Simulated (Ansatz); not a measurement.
Run report: Pt, band-structure calculation

The run: band-structure calculation of Pt (Fm-3m, 1 atom in the cell). Method and program: DFT r2SCAN, scalar-relativistic, plane waves, PAW, no spin polarisation (Ansatz 0.2.0).

The structure derives from an entry of the Crystallography Open Database.

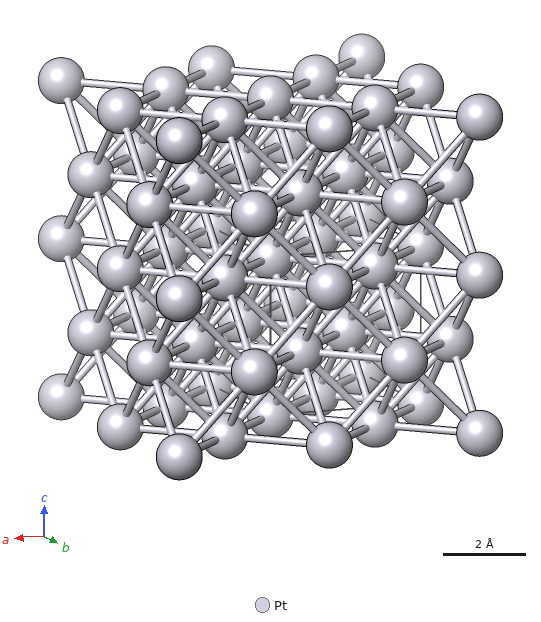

*The structure as given in the input (ball-and-stick view of the cell 4 times as large as that of the calculation, set on its symmetry axes, repeated 2 × 2 × 2, seen at an oblique angle).*

Near neighbours in the crystal (not all of them lie inside the picture): Pt has 12 Pt at 2.79 Å.

Input:
```yaml
crystal:
  lattice:
    - [0.0, 1.9700946807, 1.9700946807]
    - [1.9700946807, 0.0, 1.9700946807]
    - [1.9700946807, 1.9700946807, 0.0]
  atoms:
    - { symbol: Pt, position: [0.0, 0.0, 0.0] }
basis:
  ecutwfc: 500
kpoints:
  mp_grid: { grid: [18, 18, 18] }
  band_path:
    path:
      - [[0.0, 0.0, 0.0], [0.5, 0.0, 0.5], [0.625, 0.25, 0.625]]
      - [[0.375, 0.375, 0.75], [0.0, 0.0, 0.0], [0.5, 0.5, 0.5], [0.5, 0.25, 0.75], [0.5, 0.0, 0.5]]
    npoints: 14
hamiltonian:
  xc: r2scan
scf:
  occupations: { method: gaussian, width: 0.1 }
  n_extra_bands: 6
output:
  forces: true
  stress: true
  eigenvalues: true
  populations: true
  dos: { projected: true, de: 0.02, nscf_kmesh: { grid: [27, 27, 27] } }
  bader: true
  write_density: true
  write_potential: true
  elf: true
  volumetric_format: npy
```

Machine: 1 thread of Intel Xeon @ 2.50GHz (Skylake/Cascade Lake), 128 GiB of memory available, shared host.

Run as:
```bash
ansatz run input.yaml --threads 1 --pin off --max-ram 2560MiB --backend cpu --events-out ev --progress --plain --runs-dir out
```

The program's output:
```
scf.n_extra_bands = 6 over 9 filled bands (N_el = 18.0): the run solves 15 bands
Engine: ansatz 0.2.0, x86_64-unknown-linux-gnu
Pseudopotentials: kind: paw
Pseudopotential: Pt, paw, valence charge 18, recommended cutoff 500 eV (meta_gga), Pt.paw.azcp
Functional definition: r2SCAN
  parameter k0 = 0.174
  parameter k1 = 0.065
  parameter a1 = 4.9479
  exchange = r2scan_x(k0 = k0, k1 = k1, a1 = a1)
  correlation = r2scan_c
Crystal: 1 atoms, lattice volume = 15.293 Å³
Basis set: ecut = 500 eV, 387 PW (Γ), exchange–correlation on 96×96×96 points (64 copies of the dense FFT grid, shifted against one another)
Bands: 15, of which v1, the nominal top of the filled ones, is band 9 counted from 1 (8 counted from 0)
Symmetry: 48 space group operations
Space group: Fm-3m (ITA 225), of the structure as read, at distance tolerance 2.5e-5 Å
k-points: 195 of 5832
Non-local potential: Pt, projectors of the file, l = 0: 3, l = 1: 2, l = 2: 2, l = 3: 1
PAW form: soft (Blöchl's): semilocal exchange-correlation on the pseudo side does not see the compensation charge
PAW frozen core: Pt, regenerated for the run's functional (the file was generated under x = pbe(κ = 0.804, μ = 0.2195149727645171), c = pbe(β = 0.06672455060314922))
PAW one-centre angular grid: Pt, 590 points (default); XC on 160 Gauss nodes
Initial density: superposition of atomic densities (neutral atoms: chi_scale 0, normalization atom), corrected by the library's trained network
Initial wavefunctions: pseudopotential atomic-orbital guess
Functional: x = r2scan, c = r2scan; τ floored in thin density (d = 2e-4 eV/Å³)
SCF iter   1: F=—  HF=-12536.783602 eV  |F-HF|=—  |Δ(HF+E_count)|=         —  Δρ=1.37e-2  dr2=2.21e-2  dr2_τ=1.11e-2  ethr=1.77e-3  ⟨swp⟩=5.1  Hψ=15553  notcnv=0  defer=1
preconditioner: auto → none  [metal: Δε(μ)=0.009 eV  Ē_g=18.883 eV  σ=0.100 eV  W_gap=0.05  n_scr=8 (ndim 8)  ℏωp=30.0 eV  f_vac=0.000  D(μ)=2.05/eV (n_scr^D=26)  sad-step TF]
SCF iter   2: F=—  HF=-12536.787612 eV  |F-HF|=—  |Δ(HF+E_count)|=   4.01e-3  Δρ=6.42e-3  dr2=4.00e-3  dr2_τ=6.68e-4  ethr=1.23e-4  ⟨swp⟩=1.9  Hψ=4969  notcnv=0  defer=265
SCF iter   3: F=—  HF=-12536.788042 eV  |F-HF|=—  |Δ(HF+E_count)|=   4.30e-4  Δρ=1.24e-3  dr2=1.40e-4  dr2_τ=8.52e-6  ethr=2.22e-5  ⟨swp⟩=2.2  Hψ=3485  notcnv=0  defer=265
SCF iter   4: F=—  HF=-12536.788095 eV  |F-HF|=—  |Δ(HF+E_count)|=   5.35e-5  Δρ=2.31e-4  dr2=6.66e-6  dr2_τ=7.29e-7  ethr=7.79e-7  ⟨swp⟩=2.0  Hψ=3607  notcnv=0  defer=265
SCF iter   5: F=—  HF=-12536.788101 eV  |F-HF|=—  |Δ(HF+E_count)|=   5.95e-6  Δρ=4.47e-5  dr2=1.68e-7  dr2_τ=1.68e-8  ethr=3.70e-8  ⟨swp⟩=2.7  Hψ=4452  notcnv=0  defer=265
SCF iter   6: F=-12536.788101 eV  HF=-12536.788101 eV  |F-HF|=8.66e-9  |Δ(HF+E_count)|=   8.49e-8  Δρ=2.11e-5  dr2=3.67e-8  dr2_τ=2.78e-9  ethr=5.56e-10  ⟨swp⟩=11.0  Hψ=17197  notcnv=0
SCF 1 converged in 6 iterations: F = -12536.788101 eV  dr2 = 3.67e-8
  greatest PAW one-centre occupation: 1.000 electrons in one spin orbital (limit 2), on the Pt atom at site 0 (counted from 0), in its partial waves of l = 0
```

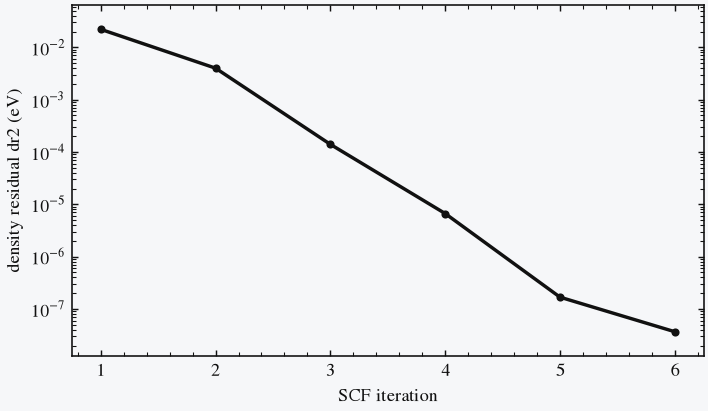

*Convergence of the self-consistent field: density residual dr2 against the SCF iteration.*

The residual falls at every step.

```
NSCF: frozen V_eff on 86 k-points
NSCF: frozen V_eff on 560 k-points
SCF converged after 6 iterations
Free energy (F): -12536.788101 eV
Harris-Foulkes:  -12536.788101 eV  (|F-HF|=8.66e-9)
Internal energy: -12536.777829 eV  (E = F + TS)
E sigma→0 (E₀):  -12536.782965 eV
Entropy (-TS):   -0.010272 eV (-10.272 meV/atom)
Fermi energy:    22.704888 eV
--- Per-component energies (eV) ---
  E_band       = -153.595367
  E_kinetic    = 637.887192
  E_local      = -1484.169173  (includes V_loc(G=0)·N_el)
  E_nonlocal   = 202.030286
  E_hartree    = 552.181151
  E_xc         = -250.193577
  E_vxc        = -337.642493  (∫ρ·V_xc dr)
  E_paw        = -9479.868933  (= ΣΔE_a)
  E_vpaw       = -297.638698  (= ΣTr[D̂ρ^β])
  E_aug_tail   = 0.000152  (compensation charges beyond the density's cutoff)
  E_vtau       = 21.568245  (kinetic-family band-sum trace: ∫τ·v_τ [+ j·A + Jᵃ·Aᵃ] dr)
  E_ewald      = -2714.413432
  E_core_change = -0.231494  (= ΣΔE_core)
  E_smearing   = -0.010272  (= −TS)
  E_closure    = -0.000000  (closes the sum)
  Σ components = -12536.788101   (vs F -12536.788101, Δ=0.00e0)
--- Forces (eV/Å), atoms counted from 1 ---
  atom   1  Pt    -0.00000000     0.00000000    -0.00000000
  max |Σ_I F_I| component: 1.15e-31 eV/Å
--- Stress (GPa, compression-positive) ---
       -0.000406      -0.000000       0.000000
       -0.000000      -0.000406       0.000000
        0.000000       0.000000      -0.000406
  P = ⅓ Tr σ = -0.0004 GPa (-0.004 kbar)
--- Band table (eV; the first three rows and the last of 195) ---
  k-point 0: bands = ["-77.8026", "-31.1854", "-31.1854", "-31.1854", "12.3874", "18.8671", "18.8671", "18.8671", "20.9823", "20.9823", "38.0858", "43.1678", "43.1678", "43.1678", "48.9738"]
  k-point 1: bands = ["-77.8015", "-31.2003", "-31.1875", "-31.1875", "12.5160", "18.8110", "18.9181", "18.9181", "20.9546", "20.9546", "38.2802", "42.5116", "43.3585", "43.3585", "49.6907"]
  k-point 2: bands = ["-77.7984", "-31.2433", "-31.1937", "-31.1937", "12.8898", "18.6673", "19.0507", "19.0507", "20.8964", "20.8964", "38.8072", "41.1012", "43.9123", "43.9123", "50.2926"]
  k-point 194: bands = ["-77.7555", "-31.5316", "-31.4836", "-31.3716", "16.9316", "17.6664", "18.5826", "20.7245", "23.2154", "30.1931", "30.6042", "32.0405", "35.2773", "47.5676", "48.6271"]
--- Löwdin populations: 1 site ---
  site symbol       q [e]
     0     Pt     17.8613
  spilling = 0.007707 (of n_electrons = 18.000000)
--- Bader charges: 1 site ---
  site symbol  charge [e]  shift [e]
     0     Pt      0.0000     0.0000
  estimated error of the sums over rays = 4.6e-7 e
```

File bader_charges.tsv:
```
# site	symbol	x_ang	y_ang	z_ang	partial_charge_e	electrons	volume_ang3	relative_density_drop	shared_charge_e	partial_wave_shift_e
# quadrature_error_electrons = 4.6e-7
0	Pt	0.0000	0.0000	0.0000	0.00000	78.00000	15.29	-	0.00000	0.00000
```

File populations.tsv:
```
# site	symbol	l	j	q
# orbitals = lowdin
# n_electrons = 18.000000
# spilling = 0.007707
0	Pt	0_5S	-	1.985961
0	Pt	0_6S	-	0.942960
0	Pt	1_5P	-	5.997744
0	Pt	2_5D	-	8.934605
```

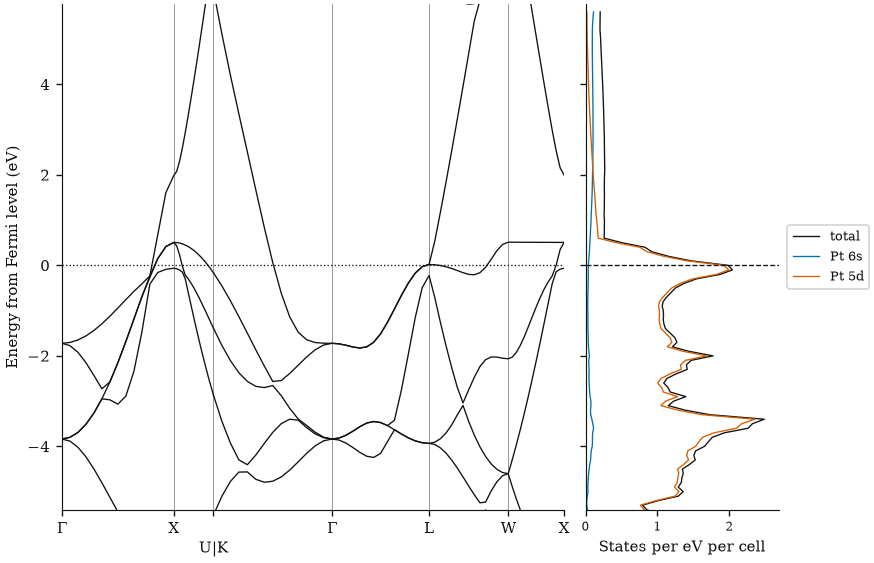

*Band structure along Γ–X–U|K–Γ–L–W–X and density of states (projected on Löwdin-orthogonalised atomic shells), with energies from the Fermi level.*

Bands cross the Fermi level: a metal at this level of theory.

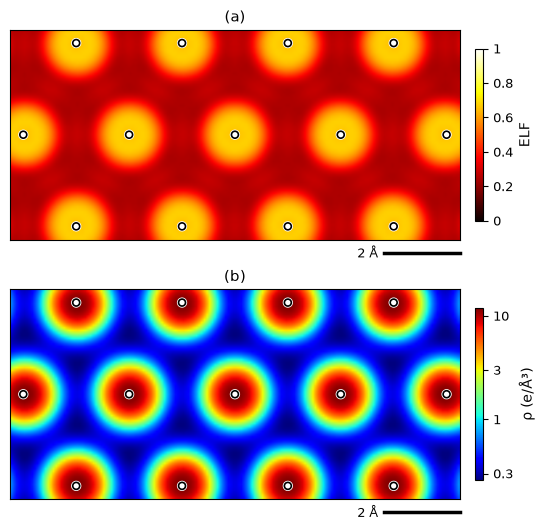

*(a) ELF; (b) valence electron density on the (111) plane of the conventional cell. Circles mark the nuclei in the plane (Pt).*

Atoms in the plane: Pt. Pt–Pt (2.79 Å): ρ is about 0.37 e/Å³ halfway; the ELF is about 0.30 at the midpoint (no localised pair between them). Away from the nuclei the density in this plane falls to 0.26 e/Å³ at its lowest. The strong features right at Pt lie inside the PAW spheres (semicore, d or f shells) and say nothing about bonding. In a PAW calculation such maps are meaningful between the atoms, not at the nuclei.

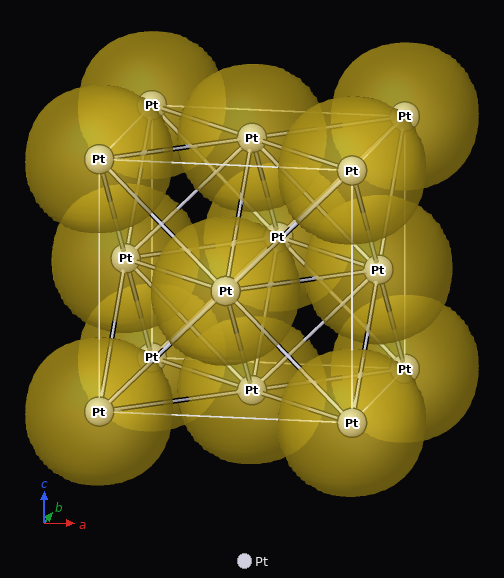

*Isosurface of the valence electron density at 0.5 e/Å³ (yellow), seen slightly off an axis. Sticks mark near contacts. The outline is the cell set on symmetry axes.*

At this value the density breaks into separate islands; it holds about 85 % of the electrons treated as valence (semicore included). It is pinched off along the Pt–Pt (2.79 Å) contacts. On the grid the lowest density along these lines, outside the cores, is 0.37 e/Å³ (Pt–Pt, 2.79 Å).

Results in brief:

- outcome: converged
- space group (tolerance 0.01 Å): Fm-3m (225)
- electrons treated: 18
- free energy: −12536.7881 eV
- Fermi energy: 22.705 eV
- gap on the k-point mesh: none (metallic)
- pressure: 0.00 GPa
- largest force (length of the vector): under 0.001 eV/Å
- wall time: 22 s
- peak memory: 0.53 GiB

Notes:

Spin–orbit coupling is left out, which matters for Pt.
